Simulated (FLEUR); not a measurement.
## Energy of AlNi along an even scaling of the cell

System: AlNi (2 atoms in the cell).
Method: Kohn-Sham DFT of a periodic cell, PBE, all-electron, spin-polarised (FLEUR MaX-R8.1 (later development tree)).

The 7 runs differ only in the geometry, by an even scaling of the cell at fixed fractional positions. The structure derives from an entry of the Crystallography Open Database.

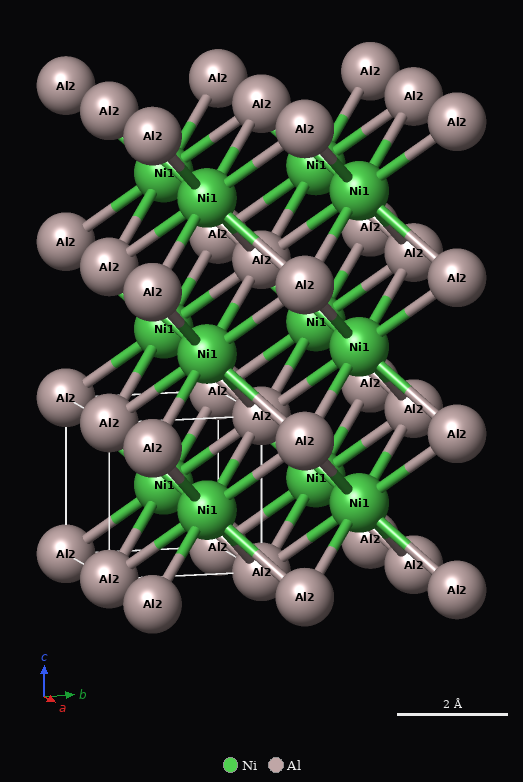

Figure 1. The structure of run 4 (ball-and-stick view of the cell of the calculation, repeated 2 × 2 × 3, seen slightly off an axis; atoms are numbered from 1 in the order of the input).

## Input of run 4
```
<?xml version="1.0" encoding="UTF-8" standalone="no"?>
<fleurInput fleurInputVersion="0.39">
   <comment>
      AlNi                                                                                                
   </comment>
   <calculationSetup>
      <cutoffs Kmax="4.92" Gmax="15.3" GmaxXC="15.3" numbands="0"/>
      <scfLoop itmax="60" minDistance="0.00001" maxIterBroyd="15" imix="Anderson" alpha="0.05" precondParam="0.0" spinf="2.0" sdNocoIR="T"/>
      <coreElectrons ctail="T" frcor="F" kcrel="0" coretail_lmax="0"/>
      <xcFunctional name="pbe" relativisticCorrections="F"/>
      <magnetism jspins="2"/>
      <soc l_soc="F" theta="0.0" phi="0.0" spav="F"/>
      <expertModes spex="0" secvar="F"/>
      <geometryOptimization l_f="T" forcealpha="1.0" forcemix="BFGS" epsdisp="0.0005" epsforce="0.0002"/>
      <ldaU l_linMix="F" mixParam="0.05" spinf="1.0"/>
   </calculationSetup>
   <cell>
      <bzIntegration valenceElectrons="29.0" mode="hist" fermiSmearingEnergy="0.00183747">
         <kPointListSelection listName="default-1"/>
         <!-- k-points included here -->
         <xi:include xmlns:xi="http://www.w3.org/2001/XInclude" href="kpts.xml"> </xi:include>
      </bzIntegration>
      <!-- symmetry operations included here -->
      <xi:include xmlns:xi="http://www.w3.org/2001/XInclude" href="sym.xml"> </xi:include>
      <bulkLattice scale="1.0">
         <bravaisMatrix>
            <row-1>    5.4443009649725989     0.0000000000000000     0.0000000000000000</row-1>
            <row-2>    0.0000000000000000     5.4443009649725989     0.0000000000000000</row-2>
            <row-3>    0.0000000000000000     0.0000000000000000     5.4443009649725989</row-3>
         </bravaisMatrix>
      </bulkLattice>
   </cell>
   <atomSpecies>
      <species name="Nickel (Ni1.001" element="Ni" atomicNumber="28">
         <mtSphere radius="2.25" gridPoints="767" logIncrement="0.016"/>
         <atomicCutoffs lmax="9" lnonsphr="7"/>
         <electronConfig flipSpins="F">
            <coreConfig>(1s1/2) (2s1/2) (2p1/2) (2p3/2)</coreConfig>
            <valenceConfig>(3s1/2) (3p1/2) (3p3/2) (4s1/2) (3d3/2) (3d5/2)</valenceConfig>
            <stateOccupation state="(3d3/2)" spinUp="1.6" spinDown="1.6"/>
            <stateOccupation state="(3d5/2)" spinUp="2.9005" spinDown="1.8995"/>
         </electronConfig>
         <energyParameters s="4" p="4" d="3" f="4"/>
         <lo type="SCLO" l="0" n="3" eDeriv="0"/>
         <lo type="SCLO" l="1" n="3" eDeriv="0"/>
         <lo type="SCLO" l="1" n="3" eDeriv="1"/>
         <lo type="SCLO" l="2" n="3" eDeriv="2"/>
         <lo type="SCLO" l="3" n="4" eDeriv="2"/>
      </species>
      <species name="Aluminum (Al)" element="Al" atomicNumber="13">
         <mtSphere radius="1.99" gridPoints="677" logIncrement="0.017"/>
         <atomicCutoffs lmax="8" lnonsphr="6"/>
         <electronConfig flipSpins="F">
            <coreConfig>(1s1/2)</coreConfig>
            <valenceConfig>(2s1/2) (2p1/2) (2p3/2) (3s1/2) (3p1/2) (3p3/2)</valenceConfig>
            <stateOccupation state="(3p1/2)" spinUp="0.166667" spinDown="0.166667"/>
            <stateOccupation state="(3p3/2)" spinUp="0.333333" spinDown="0.333333"/>
         </electronConfig>
         <energyParameters s="3" p="3" d="3" f="4"/>
         <lo type="SCLO" l="0" n="2" eDeriv="0"/>
         <lo type="SCLO" l="1" n="2" eDeriv="0"/>
         <lo type="SCLO" l="2" n="3" eDeriv="2"/>
         <lo type="SCLO" l="3" n="4" eDeriv="2"/>
      </species>
   </atomSpecies>
   <atomGroups>
      <atomGroup species="Nickel (Ni1.001">
         <relPos label="                   1">1.000/2.000 1.000/2.000 1.000/2.000</relPos>
         <force calculate="T" relaxXYZ="TTT"/>
      </atomGroup>
      <atomGroup species="Aluminum (Al)">
         <relPos label="                   2">.0000000000 .0000000000 .0000000000</relPos>
         <force calculate="T" relaxXYZ="TTT"/>
      </atomGroup>
   </atomGroups>
   <output dos="F" band="F" slice="F">
      <checks vchk="F" cdinf="F"/>
      <bandDOS minEnergy="-.5*Htr" maxEnergy="0.5*Htr" sigma="0.015" storeEVData="T"/>
      <vacuumDOS vacdos="F" integ="F" star="F" nstars="0" locx1="0.0" locy1="0.0" locx2="0.0" locy2="0.0" nstm="0" tworkf="0.0"/>
      <unfoldingBand unfoldBand="F" supercellX="1" supercellY="1" supercellZ="1"/>
      <plotting iplot="0" polar="F">
         <plot TwoD="T" vec1="  1.0  0.0  0.0" vec2="  0.0  1.0  0.0" vec3="  0.0  0.0  1.0" zero="  0.0  0.0  0.0" file="plot"/>
      </plotting>
      <chargeDensitySlicing numkpt="0" minEigenval="0.0" maxEigenval="0.0" nnne="0" pallst="F"/>
      <specialOutput eonly="F"/>
      <moessbauerParams electricFieldGradient="T" isomerShift="T" coreHyperfine="T" valenceHyperfine="T"/>
      <magneticCircularDichroism mcd="F" energyLo="-10.0" energyUp="0.0"/>
   </output>
  <!-- We include the file relax.xml here to enable relaxations (see documentation) -->
  <xi:include xmlns:xi="http://www.w3.org/2001/XInclude" href="relax.xml"> <xi:fallback/> </xi:include>
</fleurInput>
```

Command:
```bash
inpgen -f crystal.txt -profile fastHighL; fleur_MPI
```

Run 5 has the same physical settings and fractional positions; its lattice vectors (Å) are:
```
   2.900080    0.000000    0.000000
   0.000000    2.900080    0.000000
   0.000000    0.000000    2.900080
```

## Results, with one run withheld

```tsv
run	volume per atom (Å³)	free energy per atom, from the lowest run given (meV)
1	11.239	33.85
2	11.478	16.56
3	11.717	5.49
4	11.956	0.00
5	12.196	?
6	12.435	3.59
7	12.674	11.69
```

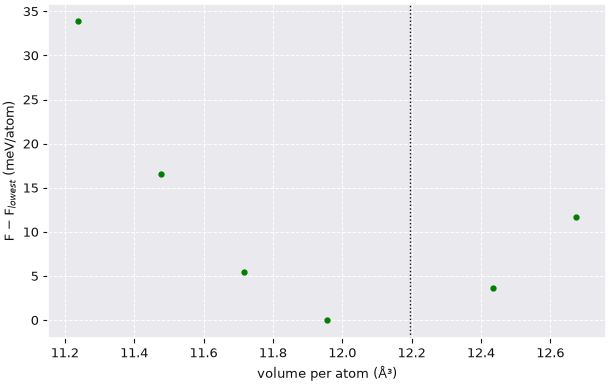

Figure 2. Free energy per atom of the runs given; the dotted line marks run 5.

Fit the runs given and predict run 5.

A cubic polynomial in V^(−2/3) (the Birch–Murnaghan form), fitted to the 6 runs given, misses them by under 0.01 meV per atom. With x = V^(−2/3) − 0.19187 Å⁻², it reads F = 0.8445 + 1600.9 x + 3.7895e+05 x² + 4.0392e+05 x³ (meV per atom). At run 5 it gives −0.46 meV per atom, and the run itself gives −0.47. The fit has its minimum at 12.098 Å³ per atom, where V d²F/dV² gives 160 GPa: the bulk modulus at this level, since symmetry fixes the shape and the positions.

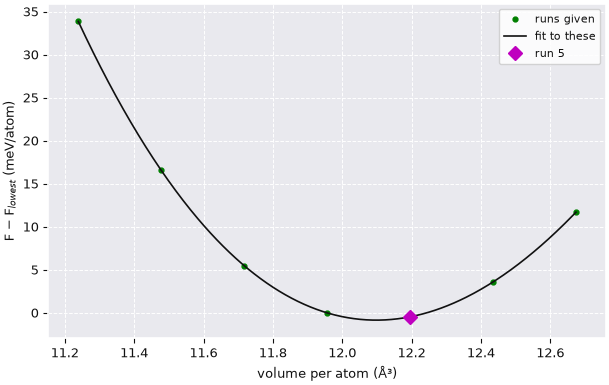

Figure 3. The fit and the withheld run.

## Output (run 5)
```
Welcome to FLEUR        (www.flapw.de)
      MaX-Release 8.1          (www.max-centre.eu)

 ========== k-point set info ==========
 Selected k-point list: default-1
 k-point list type: mesh
 9 x 9 x 9
 Number of k points: 35

 ------------Calculation Setup---------------------------
 Number of MPI-tasks      :            1
 Number of PE/node        :            1
 Number of OMP-threads    :            1
 Most efficient MPI parallelization for:
           1           5           7          35
 Additional eigenvalue parallelization possible
 Number of basis functions:          411
 Approximate size of matrices (H+S) per k-point:         0.003 GB
 --------------------------------------------------------

 Iteration:     1   Distance:      21.35073161 me/bohr^3

 Iteration:     2   Distance:      19.63235344 me/bohr^3

 Iteration:     3   Distance:      15.61263807 me/bohr^3

 Iteration:     4   Distance:      11.79335265 me/bohr^3

 Iteration:     5   Distance:       9.17297431 me/bohr^3

 Iteration:     6   Distance:      11.44737015 me/bohr^3

 Iteration:     7   Distance:       3.79781644 me/bohr^3

 Iteration:     8   Distance:       2.59193450 me/bohr^3

 Iteration:     9   Distance:       0.79213874 me/bohr^3

 Iteration:    10   Distance:       0.76753229 me/bohr^3

 Iteration:    11   Distance:       0.18971094 me/bohr^3

 Iteration:    12   Distance:       0.04422136 me/bohr^3

 Iteration:    13   Distance:       0.04221330 me/bohr^3

 Iteration:    14   Distance:       0.02063258 me/bohr^3

 Iteration:    15   Distance:       0.00657489 me/bohr^3

 Iteration:    16   Distance:       0.00640543 me/bohr^3

 Iteration:    17   Distance:       0.00601062 me/bohr^3

 Iteration:    18   Distance:       0.00193248 me/bohr^3

 Iteration:    19   Distance:       0.00038150 me/bohr^3

 Iteration:    20   Distance:       0.00034474 me/bohr^3

 Iteration:    21   Distance:       0.00007690 me/bohr^3

 Iteration:    22   Distance:       0.00005053 me/bohr^3

 Iteration:    23   Distance:       0.00001618 me/bohr^3

 Iteration:    24   Distance:       0.00003108 me/bohr^3

 Iteration:    25   Distance:       0.00000209 me/bohr^3

 ********************************************************************
 Run finished successfully
 Stop message:
   all done
 ********************************************************************
```
